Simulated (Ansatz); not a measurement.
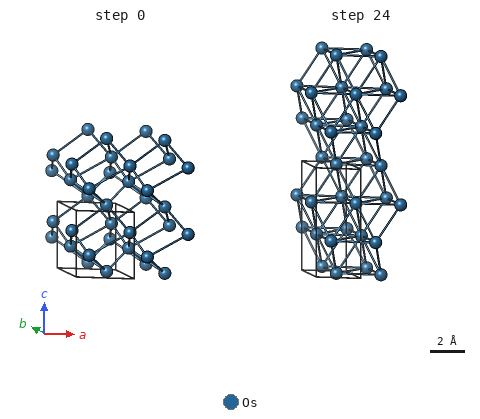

The structure of a crystal of Os (built on the trigonal selenium_152 type) (coarse preliminary run) before (left) and after (right) a relaxation, at one scale.

The picture is a ball-and-stick view of the cell of the calculation, repeated 2 × 2 × 2 with one cell outlined, seen slightly off an axis.

Case: trigonal selenium type (P3_121, No. 152).

The calculation used DFT PBEsol, scalar-relativistic, plane waves, PAW (Ansatz).

Input file:
```yaml
crystal:
  lattice:
    - [3.5303613409, 0.0, 0.0]
    - [-1.7651806705, 3.0573826058, 0.0]
    - [0.0, 0.0, 4.0053131196]
  atoms:
    - { symbol: Os, position: [0.2254, 0.0, 0.3333333333] }
    - { symbol: Os, position: [0.0, 0.2254, 0.6666666667] }
    - { symbol: Os, position: [0.7746, 0.7746, 0.0] }
basis:
  ecutwfc: 420
kpoints:
  mp_grid: { grid: [6, 6, 4] }
hamiltonian:
  xc: pbesol
scf:
  occupations: { method: gaussian, width: 0.1 }
  lower_state_search: "off"
output:
  forces: true
  stress: true
  eigenvalues: true
relax:
  adjacent_minimum: "off"
  f_tol: 0.04
  max_steps: 70
  cell: { stress_tol: 0.4 }
```

Question: Describe what moved and what it gained.

Answer: After 20 accepted moves (24 points after the start) the energy has fallen by 5207 meV per atom. Largest force component: 29 eV/Å at the start, 0.0014 eV/Å at the end. The pressure goes from 180.42 to −0.01 GPa. The line search rejected the trial step at point 9 of the run. The SCF was repeated 3 times at an unchanged geometry on a basis and grid sized afresh for the cell, which shifted the energy by 93.9 meV per atom at most. The largest moves relative to the cell, 0.29 Å, are those of Os1, Os2 and Os3. Os3 goes along [−1 −1 0]. Cell: a = b 3.530 → 2.712 Å (−23.2 %), c 4.005 → 6.575 Å (+64.2 %). Volume −3.1 %. Some distances before and after: Os1–Os1 3.530 → 2.712 Å, Os1–Os2 1.919 → 2.694 Å, Os1–Os2 (another image) 2.778 → 2.693 Å. Among the angles between lasting bonds that change: Os2–Os1–Os3 65.5° → 119.6°, Os2–Os1–Os3 81.2° → 119.5°, Os2–Os1–Os2 95.7° → 60.5°. The space group (tolerance 0.01 Å) goes from P3_121 (No. 152) to R-3m (No. 166). The run took roughly 70 core-seconds on a shared host.

Limits of the set-up: the k-point mesh is coarse for a cell with partly filled bands.
